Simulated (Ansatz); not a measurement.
```xyz
8
Lattice="2.0816 3.6054 0.0000 0.0000 0.0000 6.7662 6.2448 -3.6054 0.0000" Properties=species:S:1:pos:R:3 pbc="T T T"
Cd    6.2447   -1.2018    6.7595
Cd    2.0816   -1.2018    6.7595
Cd    2.0816    1.2018    3.3764
Cd    4.1632   -2.4036    3.3764
S     6.2447   -1.2018    2.5440
S     2.0816   -1.2018    2.5440
S     2.0816    1.2018    5.9271
S     4.1632   -2.4036    5.9271
```

Space group P6₃mc; a structure from a database of computed crystals, not necessarily the ambient phase.

Method: DFT r2SCAN, scalar-relativistic, plane waves, PAW in Ansatz.

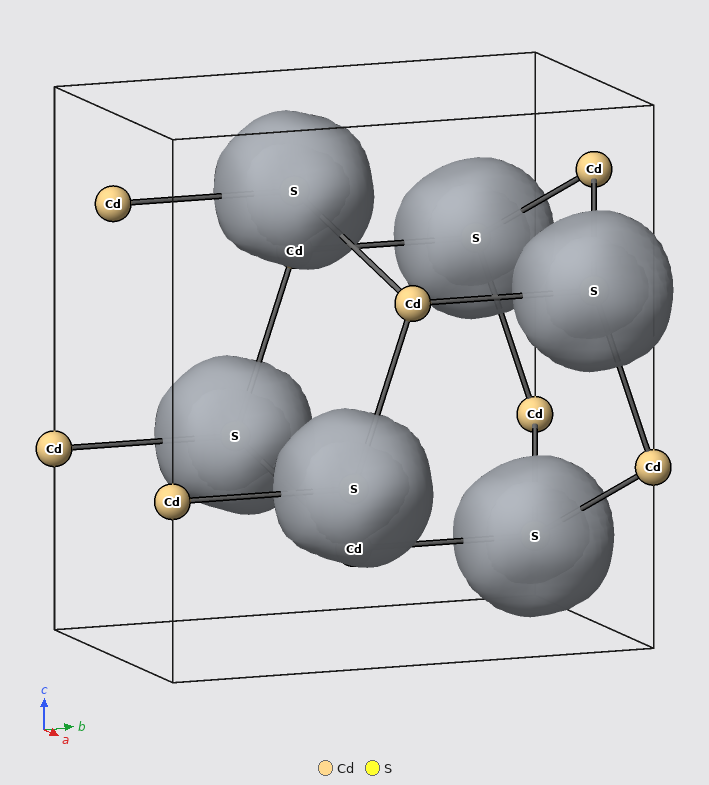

CdS. Isosurface of the ELF at 0.8 (grey), seen slightly off an axis. Core shells and regions of very low density are left out. Sticks mark near contacts.

Q: What do the ELF domains correspond to?

A: At this value the surface marks out four regions wrapped around S (the valence shell of each), counted in one cell of 8 atoms. Any copies at cell faces, edges or corners count once.

Values along the shortest contacts:
Cd–S (2.54 Å): the ELF peaks at about 0.90 in the valence shell of S, 0.8 Å from its nucleus, and is about 0.35 at the midpoint.

Q: Does the calculation make it a metal, or give it a gap?

A: It is gapped, with a Kohn–Sham gap of 1.6 eV on the k-point mesh (the band edges may lie off the mesh, which would make the gap smaller).
